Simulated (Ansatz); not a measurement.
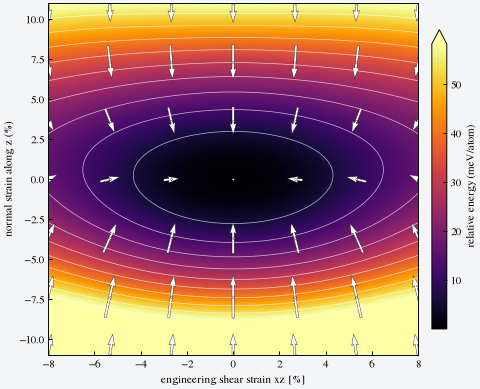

Energy landscape of GaSb₃ (Fm-3m, No. 225; 4 atoms in the cell). The energy is mapped over two homogeneous strains (x, y and z along the cube axes). The first coordinate is: engineering shear strain xz; the second: normal strain along z. Nothing is relaxed (fractional coordinates fixed). Grid: 7 × 7 points; 28 points were computed and 21 follow by symmetry. Points are written as (first, second). Energies are in meV/atom, from the lowest grid point. Theory: DFT LDA, scalar-relativistic, plane waves, PAW (Ansatz). Settings: cutoff 420 eV, k-mesh 10×10×10, gaussian smearing 0.15 eV, no spin polarisation.

The picture shows a smooth colour map with a few white contour lines, dots at the grid points, arrows along the force (downhill), their lengths compressed, one colour for all values above the top of the scale. Between grid points the surface is interpolated. 

Question: Describe this landscape.

Answer: The lowest grid point is at (0.0 %, 0.0 %). It is the only kind of minimum in the scanned range. The highest grid point, (−8.0 %, −11.0 %), lies 115 meV/atom above the lowest. Round the minimum the two coordinates are nearly uncoupled.

Grid values (meV/atom):

```
normal strain along z ↓, engineering shear strain xz →  −8.0  −5.3  −2.7  0.0  2.7  5.3  8.0
                                                  11.0    61    59    59   59   59   59   61
                                                   7.3    36    33    31   30   31   33   36
                                                   3.7    20    15    11    9   11   15   20
                                                   0.0    17     9     2    0    2    9   17
                                                  −3.7    29    20    13   10   13   20   29
                                                  −7.3    61    51    44   41   44   51   61
                                                 −11.0   115   105    98   95   98  105  115
```

Each point was launched as `ansatz run input.yaml --threads 2 --pin off --max-ram 4096MiB --backend cpu --events-out ev --progress --plain --runs-dir out`. The whole map (28 points run) took 19 min on 2 threads of Arm Neoverse N1 (shared host).

PAW datasets: the set soft_1.
